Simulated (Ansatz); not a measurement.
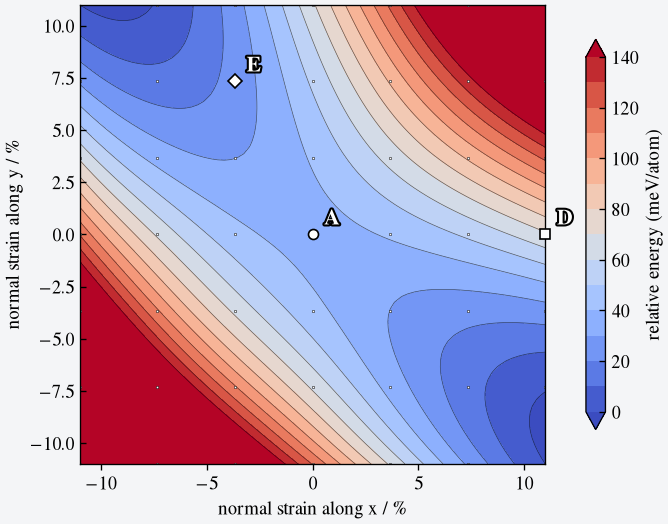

TiAl (Pm-3m, No. 221; 2 atoms in the cell). The energy is mapped over two homogeneous strains (x, y and z along the cube axes). The first coordinate is: normal strain along x; the second: normal strain along y. Nothing is relaxed (symmetry fixes all fractional coordinates). The grid has 7 × 7 points; 28 points were computed and 21 follow by symmetry. Points are written as (first, second). Energies are in meV/atom, from the lowest grid point. Method: DFT PBEsol, scalar-relativistic, plane waves, PAW (Ansatz 0.2.0). Settings: cutoff 520 eV, k-mesh 14×14×14, gaussian smearing 0.15 eV, no spin polarisation.

Drawn: filled contours, dots at the grid points, one colour for all values above the top of the scale, lettered points. Between grid points the surface is interpolated.

Which space group has the cell at each letter?

A: Pm-3m; D: P4/mmm; E: Pmmm.

Rank the lettered points by energy, lowest first.

E (24 meV/atom), A (37 meV/atom), D (68 meV/atom).

PAW datasets: the set soft_1.
